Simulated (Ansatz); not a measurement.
# Area resistance of thin Rh films between Cu(111) and Pt(100) leads: ballistic transport with PBEsol

The usual rule of thumb gives a thin metal film a fixed resistance from its two interfaces plus a part that grows in proportion to its thickness. I put the fixed part to the test for Rh between Cu(111) and Pt(100) leads, because in metal stacks and narrow interconnects a few atomic layers can add as much resistance as a much longer piece of wire. The calculation is coherent and free of disorder, so the part proportional to thickness has no source here. The quantity is the area resistance added by the film, measured against the perfect lead along the same normal. If the rule held, it would stay constant with thickness for each lead.

## Computational details

Planar junctions lead / film / lead, one atom a layer where the face allows, current normal to the layers. Leads are perfect crystals at room-temperature lattice constants. The film takes the lead's in-plane lattice, with its layer spacing set to keep its own atomic volume; all atoms sit on ideal sites and are not relaxed. Program: Ansatz 0.2.0, plane waves with PAW potentials, PBEsol, wave cutoff 420 eV, Fermi-Dirac smearing of 0.1 eV. No spin polarisation and no spin-orbit coupling. Transport is ballistic and coherent at zero bias (Landauer, wave matching layer by layer), averaged over a mesh of wavevectors across the current and over the Fermi window at 300 K; no phonons or disorder. Selection: Runs whose potential in the leads had a step over 25 meV, or whose mesh the program flagged as unconverged, are left out. Runs with an error estimate over 15 per cent are left out.

Notes on method and selection:

- Interfaces are ideal and ordered, so the wavevector along the interface is conserved; real interfaces are mixed and rough.
- Quantum-well states in the film make the resistance oscillate with thickness.
- The typed smearing and mesh set the lead's Fermi level, which moves conductances of d metals by some per cent, and most where the lead's density of states is steep.
- Spin-orbit coupling is left out where no row notes it, which matters most for the elements from Hf on.
- A perfect film has no bulk resistance here, and nothing scatters electrons between its faces, so the added resistance is not twice a symmetric interface resistance: it holds the mismatch of channels too, since a film with fewer channels than its lead caps the conductance, and swapping film and lead changes it.
- Runs in which the search for lower states was switched off are not listed.
- Runs that did not converge, have known faults or may not be shown are not listed, and runs on Ansatz's PAW sets soft_1 and soft_2 are kept to separate tables.

Columns:

- layers: atomic layers in the film.
- lead conductance (1e15 S/m²): Sharvin conductance of the perfect lead along the same normal.
- film strain (%): in-plane linear strain of the film on the lead's lattice against its own room-temperature lattice, positive when stretched.
- error estimate (%): the program's own largest estimate of the error of the conductance (mesh, energy step, lead length).
- area resistance (1e-15 Ω m²): area resistance beyond that of the perfect lead, A (1/G - 1/G_lead), both spins.
- transmitted share: conductance divided by the Sharvin conductance of the perfect lead.

Input lines of one member:

```
kpoints:
  mp_grid: { grid: [17, 17, 2] }
hamiltonian:
  xc: pbesol
scf:
  occupations: { method: fermi_dirac, width: 0.1 }
output:
  transmission: { leads: [[0, 1]], kmesh: [32, 32], e_range: [-1.0, 1.0], de: 0.036 }
```

Command (options for logging and memory left out): `ansatz run input.yaml --threads 4 --backend cpu`

## Data

| member | film and lead, functional | layers | lead conductance (1e15 S/m²) | film strain (%) | error estimate (%) | area resistance (1e-15 Ω m²) | transmitted share |
| --- | --- | --- | --- | --- | --- | --- | --- |
| 1 layer | Rh(111) in Cu(111), PBEsol | 1 | 1.081 | −4.9 | 4 | 0.275 | 0.771 |
| 3 layers | Rh(111) in Cu(111), PBEsol | 3 | 1.081 | −4.9 | 3 | ? | ? |
| 5 layers | Rh(111) in Cu(111), PBEsol | 5 | 1.081 | −4.9 | 4 | 0.219 | 0.808 |
| 7 layers | Rh(111) in Cu(111), PBEsol | 7 | 1.081 | −4.9 | 3 | 0.277 | 0.770 |
| 9 layers | Rh(111) in Cu(111), PBEsol | 9 | 1.081 | −4.9 | 3 | 0.311 | 0.749 |
| 3 layers | Rh(100) in Pt(100), PBEsol | 3 | 2.194 | 3.1 | 5 | 0.201 | 0.694 |
| 5 layers | Rh(100) in Pt(100), PBEsol | 5 | 2.204 | 3.1 | 5 | 0.277 | 0.621 |
| 6 layers | Rh(100) in Pt(100), PBEsol | 6 | 2.204 | 3.1 | 6 | 0.281 | 0.617 |
| 8 layers | Rh(100) in Pt(100), PBEsol | 8 | 2.203 | 3.1 | 7 | 0.283 | 0.616 |
| 10 layers | Rh(100) in Pt(100), PBEsol | 10 | 2.196 | 3.1 | 7 | 0.305 | 0.599 |

Cells marked ? are withheld until the estimate has been made.

area resistance (1e-15 Ω m²) against layers, members shown:

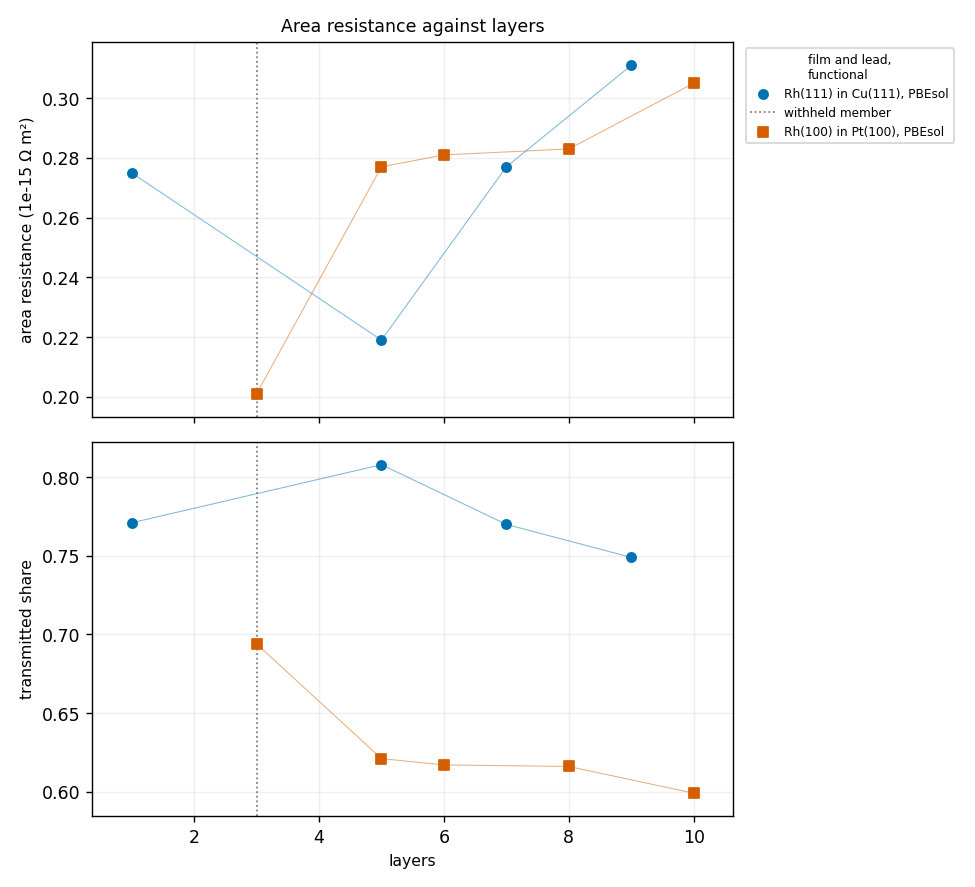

## Mechanism

With Cu leads the added resistance does not follow thickness in one direction. It is 0.275 at one layer, 0.219 at five and 0.311 at nine (1e-15 Ω m²), and seven layers give almost the same value as one. With Pt leads it rises at every step shown, but unevenly: (0.277 − 0.201) / (5 − 3) = 0.038 per layer at first, then (0.305 − 0.277) / (10 − 5) = 0.006 per layer.

A 4 per cent error in conductance at five layers in Cu is 0.04 / (1.081 × 0.808) = 0.046 in area resistance. The whole spread in Cu, 0.311 − 0.219 = 0.092, is only twice that, and the slow rise in Pt beyond five layers lies within the error.

Theory offers two mechanisms. Lead states with no propagating partner in Rh at the same in-plane wavevector can still tunnel through a very thin film. Their contribution dies out with thickness, which raises the resistance and then lets it level off, as the Pt rows do. Reflections between the two faces add quantum-well oscillations of either sign, a possible cause of the low value at five layers in Cu. The thicknesses are few and runs with large error estimates are left out, so I read no period from them.

At five layers, the one thickness with a value shown for both leads, Pt gives 0.277 and Cu 0.219, a gap no larger than the combined error. The transmitted shares differ more, 0.621 against 0.808, largely because the Pt lead conducts about twice as well and the same added resistance takes a larger share from it. This is not a pure change of lead: the film also changes face, and goes from 4.9 per cent compression in Cu to 3.1 per cent stretch in Pt. The missing spin-orbit coupling matters more for Pt.

## Estimating the withheld member

Plain estimates from the members shown:

- 3 layers (Rh(111) in Cu(111), PBEsol), straight-line interpolation between 1 layer and 5 layers: w = (3 − 1) / (5 − 1) = 0.500, so 0.275 + 0.500 × (0.219 − 0.275) = 0.247 1e-15 Ω m²

For three layers in Cu I take the straight line between one and five layers, which gives 0.247. Both neighbours share the lead, face and strain of the missing member, so none of these calls for a shift. A quantum-well oscillation could move the value either way, and I have no phase for it.

I tried the same route on the two inner Cu members. Five layers, from one and seven, comes out at 0.275 + (4 / 6) × (0.277 − 0.275) = 0.276 against 0.219, a miss of 0.057. Seven layers, from five and nine, comes out at (0.219 + 0.311) / 2 = 0.265 against 0.277, a miss of 0.012. The root mean square of the two is 0.041, which I take as the error bar.

The mean of the other Cu members misses the same two rows by 0.069 and 0.009, or 0.049 root mean square. Interpolation is therefore not clearly better than the mean, and I claim no trend from it. The mean of the four Cu rows shown, (0.275 + 0.219 + 0.277 + 0.311) / 4 = 0.271, lies well inside the bar.

I do not carry over the low three-layer value found in Pt. There the resistance is smallest in the thinnest film shown, whereas in Cu a single layer already adds more than five layers do.

**Committed estimate, 3 layers (Rh(111) in Cu(111), PBEsol): area resistance = 0.25 ± 0.04 1e-15 Ω m².**

## How the estimate fared

| member | film and lead, functional | layers | lead conductance (1e15 S/m²) | film strain (%) | error estimate (%) | area resistance (1e-15 Ω m²) | transmitted share |
| --- | --- | --- | --- | --- | --- | --- | --- |
| 3 layers | Rh(111) in Cu(111), PBEsol | 3 | 1.081 | −4.9 | 3 | 0.246 | 0.790 |

| member | estimate | area resistance (1e-15 Ω m²) | computed | estimate − computed | miss in error bars |
| --- | --- | --- | --- | --- | --- |
| 3 layers (Rh(111) in Cu(111), PBEsol) | committed | 0.250 | 0.246 | +0.004 | 0.1 |
| 3 layers (Rh(111) in Cu(111), PBEsol) | interpolation | 0.247 | 0.246 | +0.001 |  |

area resistance (1e-15 Ω m²) against layers:

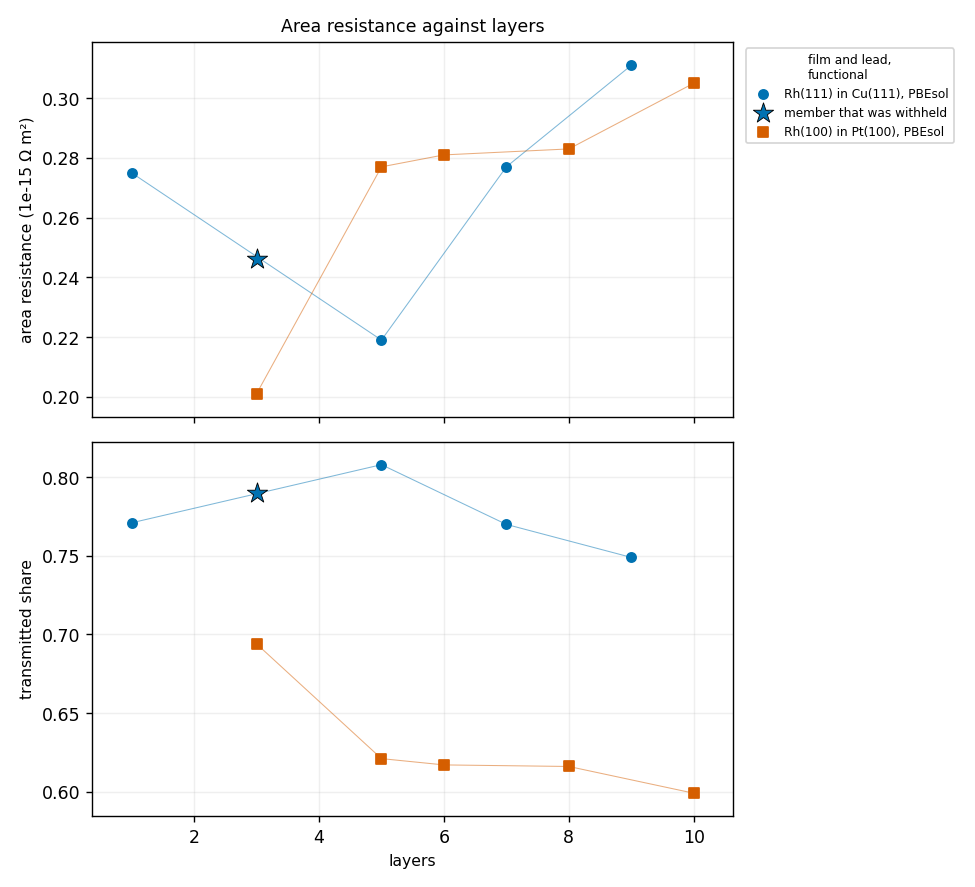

The computed value is 0.246 (1e-15 Ω m²), so my 0.25 ± 0.04 missed by a tenth of its error bar. The straight line, unrounded, was closer still at 0.247. The mean of the other four Cu rows, 0.271, missed by 0.025 and would also have fallen inside the bar. A 3 per cent error in conductance is 0.03 / (1.081 × 0.790) = 0.035 here, so a hit this close says little about which route is better.

The low three-layer value from Pt would have missed by 0.246 − 0.201 = 0.045, so leaving it out helped, though that gap is within the combined numerical error of the two rows. My picture of tunnelling through the thinnest films fares less well in Cu. It should make the resistance rise with thickness at first, yet the Cu rows go down from 0.275 through 0.246 to 0.219. That fall is no larger than the combined error of its two ends, so it doesn't establish a different mechanism either. A quantum-well oscillation remains possible.

## Residuals

The mean of all ten rows is (0.275 + 0.246 + 0.219 + 0.277 + 0.311 + 0.201 + 0.277 + 0.281 + 0.283 + 0.305) / 10 = 0.268. Measured against it, the farthest member is three layers in Pt, which lies 0.067 below. Its 5 per cent error in conductance is 0.05 / (2.194 × 0.694) = 0.033 in area resistance, so the departure is about twice the error. Tunnelling by lead states that have no propagating partner in Rh has the right sign, because it adds conductance in a very thin film. A quantum-well resonance could do the same, and the table has no thinner film in Pt to tell them apart.

Five layers in Cu comes next, 0.049 below the mean. That is about its own numerical error of 0.046, and I give it no physical cause. Nine layers in Cu and ten in Pt are the highest rows, 0.043 and 0.037 above the mean, again about the size of their errors.

## Summary

From one to nine layers in Cu and three to ten in Pt, the added resistance is 0.27 with a scatter of 0.04 (1e-15 Ω m²), and a new film within these ranges can be estimated about that well. The fixed part of the rule of thumb therefore survives roughly, with three layers in Pt as its weakest case. The lead shows clearly only in the transmitted share, 0.75 to 0.81 in Cu and 0.60 to 0.69 in Pt.

For a contact of 10 nm × 10 nm the film adds 0.27e-15 / 1e-16 = 2.7 Ω to the resistance of the perfect lead.

Two omitted effects could change these values in a real film. Phonons and defects would add the part of the rule that grows in proportion to thickness. Interface mixing could shift the values either way, upwards by scattering or downwards by opening channels that the conserved wavevector closes.

[Logs are printed without paths, hosts, clocks, repeated set-up lines and the standing remarks that a program may print on its own settings, such as how far it seeks lower states.]
